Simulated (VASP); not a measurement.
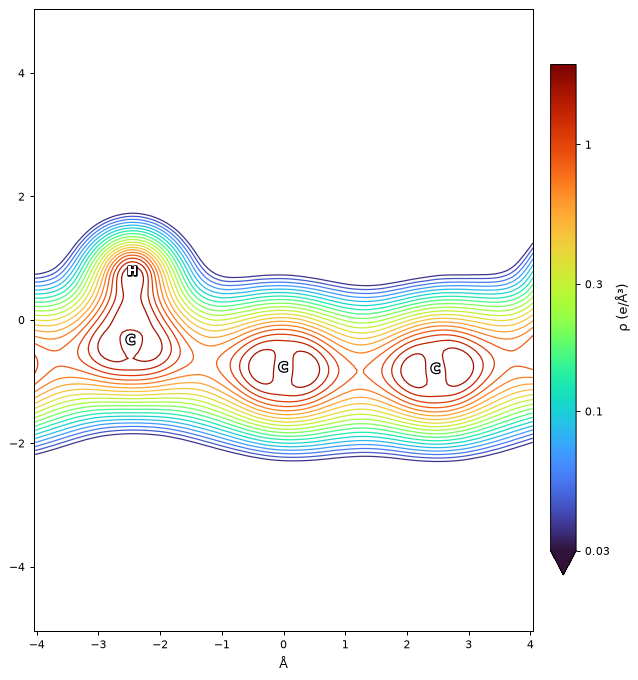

The picture shows: HC18O (slab). Valence electron density on the (100) plane of the calculation cell, a cut from vacuum to vacuum.

Not relaxed (largest force 0.3 eV/Å); spin-polarised.

Method: Kohn-Sham DFT of a periodic cell, PBE, VASP PAW PBE potentials, recommended (VASP 6.6.1).

Core electrons are frozen (PAW), and the valence fields are smoothed inside the atomic spheres.

Describe what can be read from this map.

Answer.
- Atoms in the plane: C and H.
- Atoms just off the plane (C, 0.7 Å away) can leave unmarked features too.
- C–H (1.12 Å): ρ is about 1.8 e/Å³ halfway.
- The density dies away to nearly zero in the vacuum.
